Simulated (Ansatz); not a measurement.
## Mending a single-point calculation on C

System: C (Fd-3m, 2 atoms in the cell).
Method of run A: DFT, PBE, plane waves, PAW, no spin polarisation (Ansatz 0.2.0).

The structure derives from an entry of the Crystallography Open Database. Some settings of this run were made unusual or wrong on purpose. Text and figures count atoms from 1; the logs count them from 0 in places.

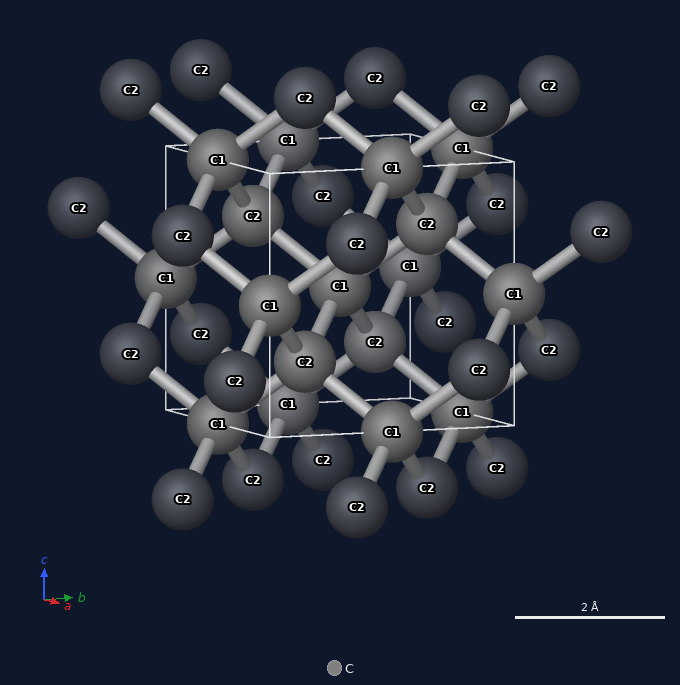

Figure 1. The structure as given in the input (ball-and-stick view of the cell 4 times as large as that of the calculation, set on its symmetry axes, seen slightly off an axis; neighbours outside the cell are drawn fainter; atoms are numbered from 1 in the order of the input). Near neighbours in the crystal (not all of them lie inside the picture): C has 4 C at 1.54 Å.

### Input file, run A
```yaml
crystal:
  lattice:
    - [0.0, 1.78339, 1.78339]
    - [1.78339, 0.0, 1.78339]
    - [1.78339, 1.78339, 0.0]
  atoms:
    - { symbol: C, position: [0.5, 0.5, 0.5] }
    - { symbol: C, position: [0.75, 0.75, 0.75] }
hamiltonian:
  xc: pbe
  pseudopotentials: { kind: paw }
basis:
  ecutwfc: 180
kpoints:
  mp_grid: { grid: [14, 14, 14] }
scf:
  occupations: { method: fermi_dirac, width: 0.1 }
  lower_state_search: "off"
  max_iter: 60
output:
  forces: true
  stress: true
```

Command:
```bash
ansatz run input.yaml --threads 2 --pin off --max-ram 5120MiB --backend cpu --events-out ev --progress --plain --runs-dir out
```

Hardware: 2 threads of Intel Xeon (Granite Rapids), 32 GiB of memory available, shared host.

### Output, shortened to warnings, some set-up lines, iterations and results (run A)
```
Warning: basis.ecutwfc = 180 eV is below the records' recommended 420 eV, and the density's cutoff is lower with it unless basis.ecutrho_ratio is high enough to keep the records' density cutoff: compare with a run at a higher cutoff
Basis set: ecut = 180 eV, 59 PW (Γ), exchange–correlation on 24×24×24 points (8 copies of the dense FFT grid, shifted against one another)
Symmetry: 48 space group operations
k-points: 104 of 2744
Initial density: superposition of atomic densities (neutral atoms: chi_scale 0, normalization atom), corrected by the library's trained network
[...]
SCF iter   1: F=—  HF=-496.616338 eV  |F-HF|=—  |Δ(HF+E_count)|=         —  Δρ=9.57e-2  dr2=3.63e-1  ethr=1.77e-3  ⟨swp⟩=4.1  Hψ=5066  notcnv=0
SCF iter   2: F=—  HF=-496.518275 eV  |F-HF|=—  |Δ(HF+E_count)|=   9.81e-2  Δρ=4.51e-2  dr2=7.38e-2  ethr=1.77e-3  ⟨swp⟩=2.1  Hψ=2089  notcnv=0
SCF iter   3: F=—  HF=-496.498839 eV  |F-HF|=—  |Δ(HF+E_count)|=   1.94e-2  Δρ=1.97e-3  dr2=1.75e-4  ethr=9.22e-4  ⟨swp⟩=3.0  Hψ=1664  notcnv=0
SCF iter   4: F=—  HF=-496.498900 eV  |F-HF|=—  |Δ(HF+E_count)|=   6.07e-5  Δρ=9.93e-5  dr2=3.21e-7  ethr=2.18e-6  ⟨swp⟩=1.2  Hψ=874  notcnv=0
SCF iter   5: F=—  HF=-496.498743 eV  |F-HF|=—  |Δ(HF+E_count)|=   1.57e-4  Δρ=1.08e-5  dr2=6.60e-9  ethr=1.25e-9  ⟨swp⟩=2.1  Hψ=2918  notcnv=0
SCF iter   6: F=-496.498743 eV  HF=-496.498743 eV  |F-HF|=5.62e-11  |Δ(HF+E_count)|=   2.27e-9  Δρ=1.72e-6  dr2=1.79e-10  ethr=8.25e-11  ⟨swp⟩=1.0  Hψ=2496  notcnv=0
SCF 1 converged in 6 iterations: F = -496.498743 eV  dr2 = 1.79e-10
SCF converged after 6 iterations
Free energy (F): -496.498743 eV
Harris-Foulkes:  -496.498743 eV  (|F-HF|=5.62e-11)
Internal energy: -496.498743 eV  (E = F + TS)
E sigma→0 (E₀):  -496.498743 eV
Fermi energy:    15.889000 eV
--- Per-component energies (eV) ---
  E_band       = 37.344277
  E_kinetic    = 184.951554
  E_local      = -107.193115  (includes V_loc(G=0)·N_el)
  E_nonlocal   = 43.648559
  E_hartree    = 24.442554
  E_xc         = -99.994489
  E_vxc        = -124.331723  (∫ρ·V_xc dr)
  E_paw        = -194.396464  (= ΣΔE_a)
  E_vpaw       = -8.616326  (= ΣTr[D̂ρ^β])
  E_aug_tail   = 0.000119  (compensation charges beyond the density's cutoff)
  E_ewald      = -347.957461
  E_smearing   = -0.000000  (= −TS)
  E_closure    = 0.000000  (closes the sum)
  Σ components = -496.498743   (vs F -496.498743, Δ=0.00e0)
--- Forces (eV/Å), atoms counted from 1 ---
  atom   1  C     -0.00000000     0.00000000     0.00000000
  atom   2  C      0.00000000     0.00000000     0.00000000
  max |Σ_I F_I| component: 2.22e-16 eV/Å
--- Stress (GPa, compression-positive) ---
       42.446532      -0.000000      -0.000000
       -0.000000      42.446532      -0.000000
        0.000000       0.000000      42.446532
  P = ⅓ Tr σ = 42.4465 GPa (424.465 kbar)
```

> Diagnose this run and give a change of the input that cures it.

Some settings of this run were drawn to be unusual or wrong. It converged; results that depend on the unusual settings are not reference values. Warnings of the run: the cutoff is below the recommended one.

A run of the same system that converges differs from this input as follows (lines with − go, lines with + come):
```diff
-  ecutwfc: 180
+  ecutwfc: 420
-  max_iter: 60
```

### Output, shortened to warnings, some set-up lines, iterations and results (run B)
```
Basis set: ecut = 420 eV, 229 PW (Γ), exchange–correlation on 36×36×36 points (8 copies of the dense FFT grid, shifted against one another)
Symmetry: 48 space group operations
k-points: 104 of 2744
Initial density: superposition of atomic densities (neutral atoms: chi_scale 0, normalization atom), corrected by the library's trained network
[...]
SCF iter   1: F=—  HF=-501.615303 eV  |F-HF|=—  |Δ(HF+E_count)|=         —  Δρ=1.76e-3  dr2=9.07e-5  ethr=1.77e-3  ⟨swp⟩=4.6  Hψ=5355  notcnv=0
SCF iter   2: F=—  HF=-501.615413 eV  |F-HF|=—  |Δ(HF+E_count)|=   1.10e-4  Δρ=9.06e-4  dr2=2.53e-5  ethr=1.13e-6  ⟨swp⟩=2.0  Hψ=2040  notcnv=0
SCF iter   3: F=—  HF=-501.615466 eV  |F-HF|=—  |Δ(HF+E_count)|=   5.23e-5  Δρ=1.42e-4  dr2=1.49e-6  ethr=3.17e-7  ⟨swp⟩=2.1  Hψ=1232  notcnv=0
SCF iter   4: F=—  HF=-501.615465 eV  |F-HF|=—  |Δ(HF+E_count)|=   4.90e-7  Δρ=6.42e-5  dr2=2.70e-7  ethr=1.86e-8  ⟨swp⟩=1.1  Hψ=860  notcnv=0
SCF iter   5: F=-501.615465 eV  HF=-501.615465 eV  |F-HF|=1.54e-10  |Δ(HF+E_count)|=   3.99e-8  Δρ=4.99e-6  dr2=1.22e-9  ethr=3.37e-9  ⟨swp⟩=2.5  Hψ=1238  notcnv=0
SCF iter   6: F=-501.615465 eV  HF=-501.615465 eV  |F-HF|=7.28e-12  |Δ(HF+E_count)|=  3.64e-12  Δρ=5.98e-7  dr2=1.28e-11  ethr=1.53e-11  ⟨swp⟩=1.3  Hψ=2505  notcnv=0
SCF 1 converged in 6 iterations: F = -501.615465 eV  dr2 = 1.28e-11
SCF converged after 6 iterations
Free energy (F): -501.615465 eV
Harris-Foulkes:  -501.615465 eV  (|F-HF|=7.28e-12)
Internal energy: -501.615465 eV  (E = F + TS)
E sigma→0 (E₀):  -501.615465 eV
Fermi energy:    15.356070 eV
--- Per-component energies (eV) ---
  E_band       = 34.703294
  E_kinetic    = 184.533759
  E_local      = -122.402092  (includes V_loc(G=0)·N_el)
  E_nonlocal   = 53.315544
  E_hartree    = 26.768865
  E_xc         = -97.430938
  E_vxc        = -120.956502  (∫ρ·V_xc dr)
  E_paw        = -198.443160  (= ΣΔE_a)
  E_vpaw       = -13.325143  (= ΣTr[D̂ρ^β])
  E_aug_tail   = 0.000018  (compensation charges beyond the density's cutoff)
  E_ewald      = -347.957461
  E_smearing   = -0.000000  (= −TS)
  E_closure    = 0.000000  (closes the sum)
  Σ components = -501.615465   (vs F -501.615465, Δ=0.00e0)
--- Forces (eV/Å), atoms counted from 1 ---
  atom   1  C      0.00000000     0.00000000    -0.00000000
  atom   2  C     -0.00000000     0.00000000     0.00000000
  max |Σ_I F_I| component: 5.09e-17 eV/Å
--- Stress (GPa, compression-positive) ---
        1.760550      -0.000000      -0.000000
        0.000000       1.760550      -0.000000
        0.000000      -0.000000       1.760550
  P = ⅓ Tr σ = 1.7606 GPa (17.606 kbar)
```

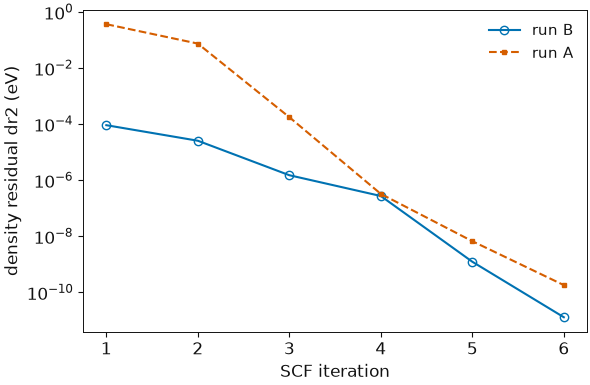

Figure 2. Convergence of the two runs: density residual dr2 against the SCF iteration. Run B takes 6 iterations in all, and run A takes 6.

### The two runs side by side

| quantity | run A | run B |
| --- | --- | --- |
| outcome | converged | converged |
| free energy per atom (eV) | −248.2494 | −250.8077 |
| pressure (GPa) | 42.45 | 1.76 |
| largest force (eV/Å) | 0.000 | 0.000 |
| SCF iterations | 6 | 6 |
| irreducible k-points | 104 | 104 |
| plane waves at Γ | 59 | 229 |

The free energy of run B is 2558.4 meV per atom lower, which comes mainly from the change of cutoff or grids; a solver setting shouldn't move a converged energy. The pressure goes from 42.45 to 1.76 GPa. More plane waves can only lower the energy of a fixed Hamiltonian, so the higher cutoff gives the lower value. The number of SCF iterations is the same. The plane waves at Γ go from 59 to 229.
